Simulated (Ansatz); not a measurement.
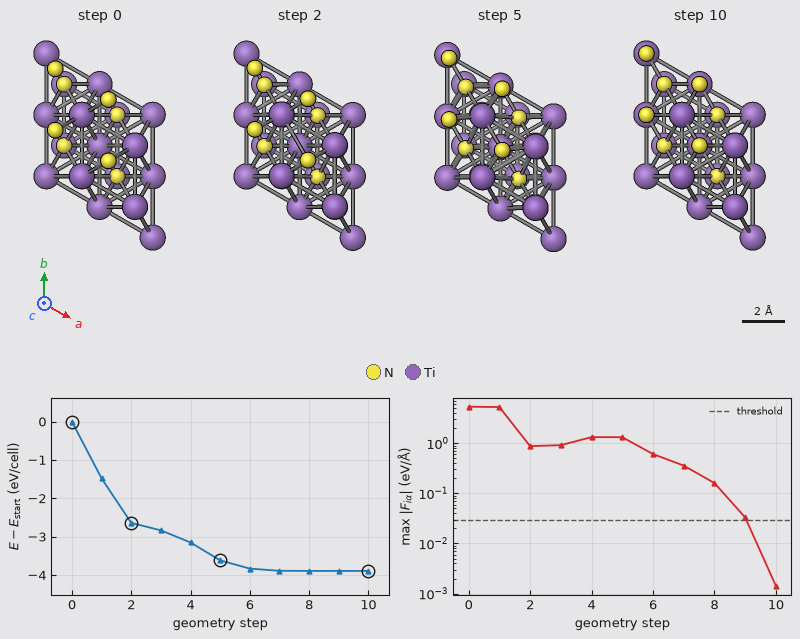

Frames of a constrained relaxation of a slab of composition Ti$_{4}$N$_{5}$ (cut from the Fm-3m phase), marked on the history of the run. A ball-and-stick model of the 2 × 2 repeat of the cell, outlined in the plane, without the vacuum, seen along the c axis.

Case: N put at a bridge Ti-Ti site. The slab is the (1 1 1) face of TiN with N on it. 4 atoms are held fixed.

The calculation used DFT PBEsol, scalar-relativistic, plane waves, PAW in Ansatz. Settings: plane-wave cutoff 420 eV; k-point mesh 12 × 12 × 1; occupations gaussian; smearing width 0.1 eV; no spin polarisation; dipole correction; atoms relaxed in a fixed cell; force threshold 0.03 eV/Å; at most 70 steps.

Describe the path.

An N atom moves most: 1.08 Å at 52° to the normal (−c side). By element the largest moves are N 1.08 Å, Ti 0.34 Å. The lattice vectors keep their values. Among the contacts that change: N–Ti 3.130 → 1.885 Å, N–Ti 2.319 → 1.885 Å, Ti–Ti 2.870 → 3.143 Å, N–Ti 2.017 → 2.283 Å. New bonds form, among them: N–Ti (3.13 → 1.89 Å). Bond angles that change, for instance: Ti–N–Ti 79.7° → 104.1°, Ti–N–Ti 95.0° → 81.2°, Ti–N–Ti 87.9° → 92.7°. After 10 geometry steps the energy has fallen by 3.892 eV per cell of the calculation. The largest force component goes from 5.4 to 0.0014 eV/Å. From step 0 to 2: an N atom moves most (0.38 Å), energy −2.639 eV per cell of the calculation. From step 2 to 5: an N atom moves most (0.58 Å), energy −0.976 eV per cell of the calculation. From step 5 to 10: an N atom moves most (0.28 Å), energy −0.276 eV per cell of the calculation.

| step | E − E(0), meV/atom | largest force component, eV/Å |
| --- | --- | --- |
| 0 | 0.00 | 5.3745 |
| 1 | -164.32 | 5.2934 |
| 2 | -293.21 | 0.8769 |
| 3 | -314.84 | 0.9182 |
| 4 | -349.92 | 1.3271 |
| 5 | -401.70 | 1.3240 |
| 6 | -425.67 | 0.6099 |
| 7 | -431.99 | 0.3587 |
| 8 | -432.29 | 0.1609 |
| 9 | -432.38 | 0.0331 |
| 10 | -432.41 | 0.0014 |

Limits of the set-up: the cell has an odd number of electrons but was run without spin polarisation; the periodic images lie only 3.0 Å apart, so the values are limited by the cell's size.
